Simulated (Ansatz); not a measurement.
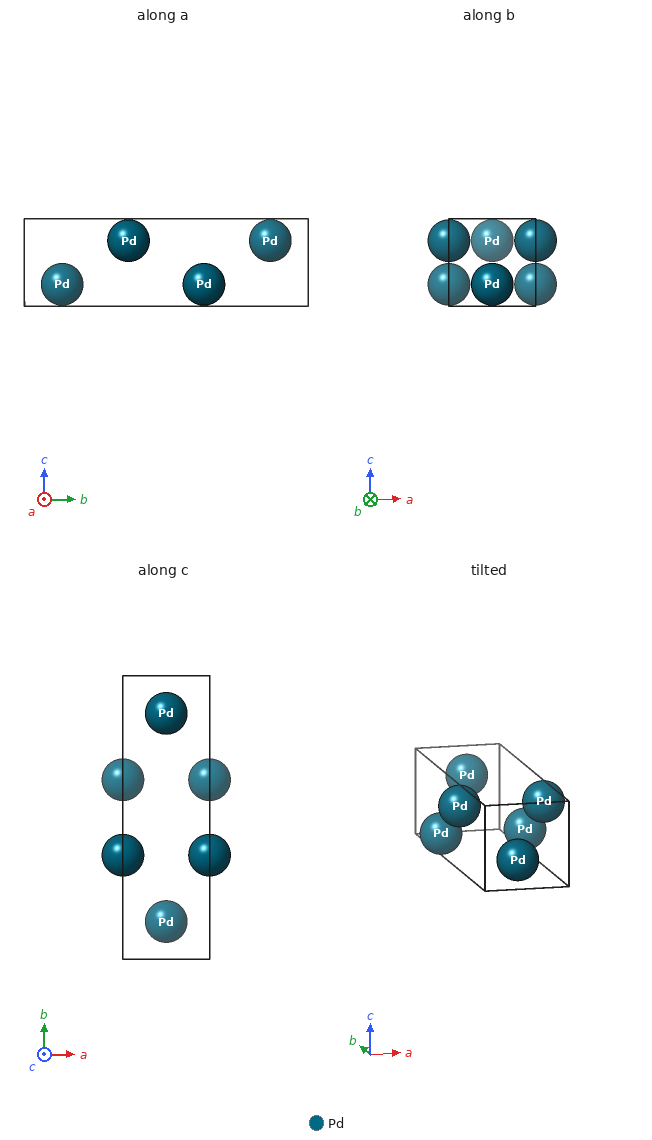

A spheres-only rendering, viewed along the a axis, along the b axis, along the c axis and slightly off an axis. The frame is the drawn cell (a repeat of the simulation cell); atoms at its boundary are shown with their periodic copies.

Lattice parameters: a = 2.642 Å, b = 8.651 Å, c = 2.664 Å, α = 90.00°, β = 89.92°, γ = 90.00°. Put a along x and b in the xy plane.

### Set out the cell and atoms as a POSCAR file, with free fractional coordinates to two decimals.

```
Pd
1.0
     2.642    0.000    0.000
     0.000    8.651    0.000
     0.004    0.000    2.664
Pd
4
Direct
  0.00 0.37 0.75
  0.00 0.63 0.25
  0.50 0.87 0.75
  0.50 0.13 0.25
```

The initial geometry was a structure type filled with this element by a generator (whether the element takes this form wasn't checked). Earlier steps of the study may have refined or changed the cell and positions. Ansatz was used for an electronic-structure calculation on it.

At this level of theory the cell isn't at rest (compressed, at 14 GPa), so its distances can differ from those at equilibrium, the more so the softer the solid.
